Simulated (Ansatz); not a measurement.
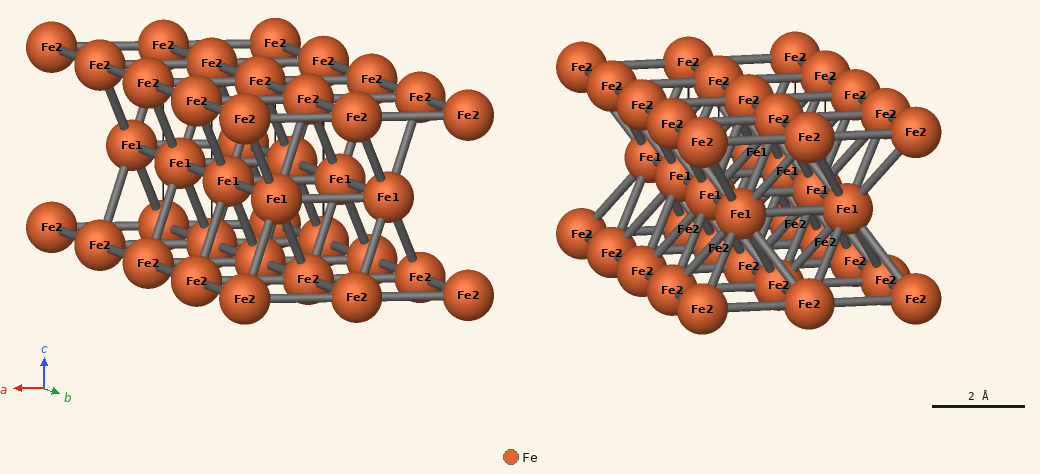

Two geometries of a crystal of Fe (built on the database_69 type) (coarse preliminary run), drawn at one scale. One is the start of a relaxation, the other its converged end. A ball-and-stick model of the cell of the calculation, repeated 2 × 4 × 1 with one cell outlined, seen from a free direction.

These are results of Ansatz, DFT PBE, scalar-relativistic, plane waves, PAW, not measurements. (plane-wave cutoff 420 eV; k-point mesh 8 × 8 × 6; occupations gaussian; smearing width 0.1 eV; collinear spin; cell and atoms relaxed; force threshold 0.04 eV/Å; at most 70 steps)

Which one is relaxed?

The left one is the relaxed one. Case: structure listed in a database for this formula (Fmmm, No. 69). No atom moves by more than 0.005 Å relative to the cell. Cell: a = b 2.423 → 2.462 Å (+1.6 %), c 3.710 → 4.016 Å (+8.3 %), γ 90.9° → 110.2°. Volume +4.9 %. Some distances before and after: Fe1–Fe2 2.534 → 2.847 Å, Fe1–Fe2 (another image) 2.516 → 2.453 Å, Fe1–Fe1 2.423 → 2.462 Å. The space group stays Fmmm (No. 69). Over 13 accepted moves (15 points after the start) the energy falls by 0.338 eV per cell of the calculation. All forces vanish by symmetry, so only the cell relaxes. The pressure goes from 12.04 to 0.09 GPa. The SCF was repeated twice at an unchanged geometry on a basis and grid sized afresh for the cell, which shifted the energy by 29.3 meV per cell of the calculation at most.
